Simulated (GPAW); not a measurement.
System: BeS (space group F-43m).

Calculation (GPAW 26.7.0): PAW DFT in plane waves, on a grid or in atomic orbitals, no spin polarisation; energies at scaled volumes of the given cell, shape and fractions fixed, counted from the fit's minimum, third-order Birch-Murnaghan fit. All runs: no spin polarisation.

- k mesh: 9×9×9
- occupations: Fermi–Dirac
- smearing width: 0.05 eV
- wave cutoff: 800 eV

Settings that differ: PBEsol: potentials PAW-data-sets-made-by gpaw-setup-for-the-functional; LDA: potentials GPAW-PAW-data-sets-(gpaw-data-1.2.1).

What does the calculation give for the energy against volume, with one curve for each functional? The cases: PBEsol; LDA.

The fitted equilibrium volumes, smallest first, are LDA 13.885, PBEsol 14.162 Å³/atom. The fitted bulk moduli, smallest first, are PBEsol 97.2, LDA 102.0 GPa.

PBEsol:
| volume (Å³/atom) | energy (meV/atom) |
| --- | --- |
| 13.40 | 13.42 |
| 13.69 | 5.05 |
| 13.98 | 0.77 |
| 14.26 | 0.20 |
| 14.55 | 3.01 |
| 14.83 | 8.89 |
| 15.12 | 17.55 |

LDA:
| volume (Å³/atom) | energy (meV/atom) |
| --- | --- |
| 13.40 | 5.58 |
| 13.69 | 0.89 |
| 13.98 | 0.18 |
| 14.26 | 3.10 |
| 14.55 | 9.29 |
| 14.83 | 18.46 |
| 15.12 | 30.32 |

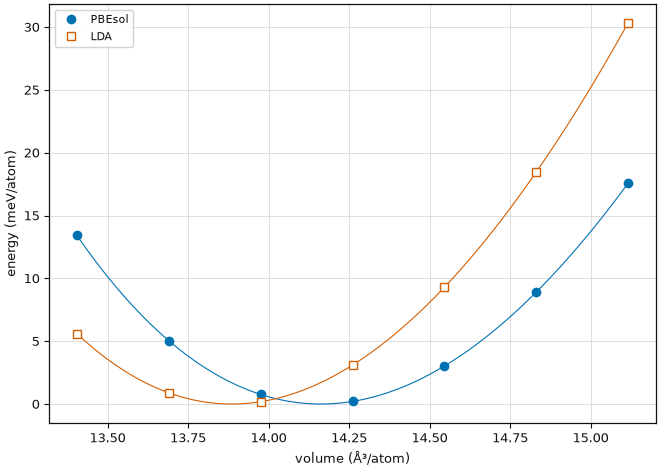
